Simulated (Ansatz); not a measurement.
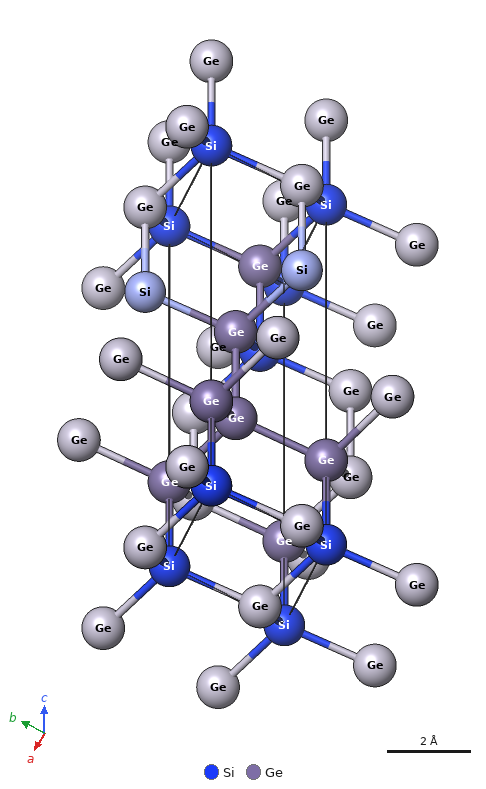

A ball-and-stick rendering, viewed from a general direction. Lines trace the edges of the conventional unit cell. Bonded atoms from the next cells complete the picture, in fainter colours.

SiGe2, space group P3m1 (No. 156), a = 3.95 Å, b = 3.95 Å, c = 9.66 Å, α = 90.00°, β = 90.00°, γ = 120.00°.

Level of theory and settings: Ansatz 0.2.0, difference of finished runs, DFT, PBE, plane waves, PAW, a basis cut at 420 eV.

### What does the calculation say: metal or gapped?

A semiconductor at this level, with a gap of 0.56 eV.

The structure comes from a structure type filled with these elements by a generator (whether the compound takes this form wasn't checked). Earlier steps of the study, as a rule a relaxation of our own, may have changed the cell and positions, so they can lie some per cent off the listed ones. It went into a calculation with Ansatz.
